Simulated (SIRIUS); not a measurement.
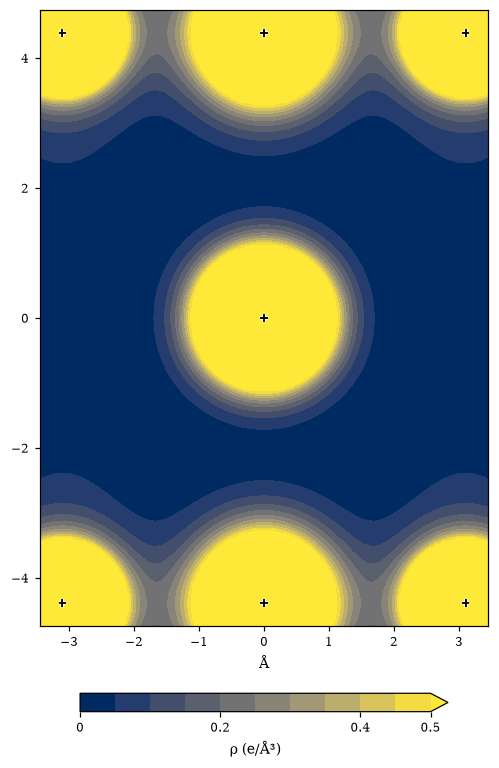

The electron density on a plane through atoms (crosses mark nuclei in the plane).

The calculation used Kohn-Sham DFT of a periodic cell, PBEsol, all-electron FP-LAPW in SIRIUS 7.12.0.

Candidates:
A. CsSnI$_{3}$, a = 6.21 Å, b = 6.21 Å, c = 6.21 Å, α = 90.00°, β = 90.00°, γ = 90.00°. Space group Pm-3m.
B. HfN, a = 3.19 Å, b = 3.19 Å, c = 3.19 Å, α = 60.00°, β = 60.00°, γ = 60.00°. Space group P1; not relaxed (largest force 1.4 eV/Å).
C. Ti, a = 2.95 Å, b = 5.11 Å, c = 4.68 Å, α = 90.00°, β = 90.00°, γ = 90.00°. Space group Cmcm.

**Which candidate gave the map?**

Candidate A: CsSnI$_{3}$ on the (11̄0) plane of the conventional cell, which holds Cs, I and Sn. Sn–I (3.10 Å): ρ at the midpoint is about 0.23 e/Å³. Cs–I (4.39 Å): ρ at the midpoint is about 0.03 e/Å³.
